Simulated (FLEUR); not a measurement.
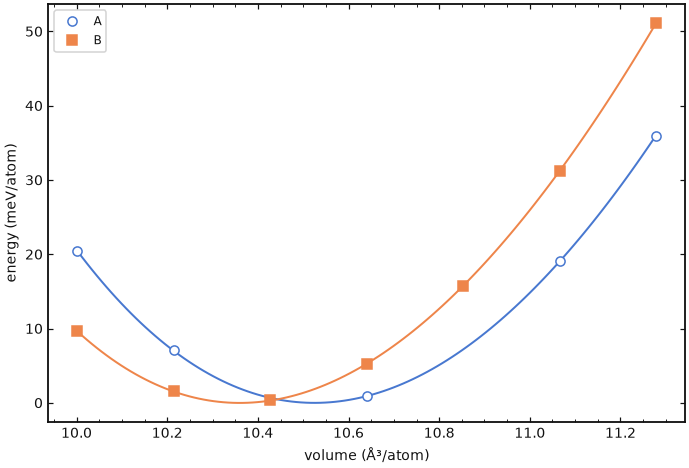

The figure compares two calculations of the energy against volume, each curve from its own zero. The first is for Co, space group P6_3/mmc (No. 194).

The cell holds 2 atoms.

Computed with FLEUR MaX-R8.1 (later development tree): all-electron LAPW DFT, collinear spins; energies at scaled volumes of the given cell, shape and fractions fixed, counted from the fit's minimum, third-order Birch-Murnaghan fit. Level: SCAN, collinear spin.

k mesh 12×12×7; occupations Fermi–Dirac; smearing width 0.05 eV; potentials all electron; program settings basis FLAPW, kmax 4.69 1/bohr.

In the second, the level changes from SCAN to PBEsol.

Which of A and B is the second calculation, and what did the change do?

B. The equilibrium volume falls from 10.53 to 10.36 Å³/atom (−1.6 %) and the bulk modulus hardly changes (235 and 234 GPa).

For both, limits of the calculation: shape and atomic fractions are frozen while scaling, which makes layered, chain and framework solids too stiff.

V0 and the bulk modulus come from third-order Birch–Murnaghan fits.
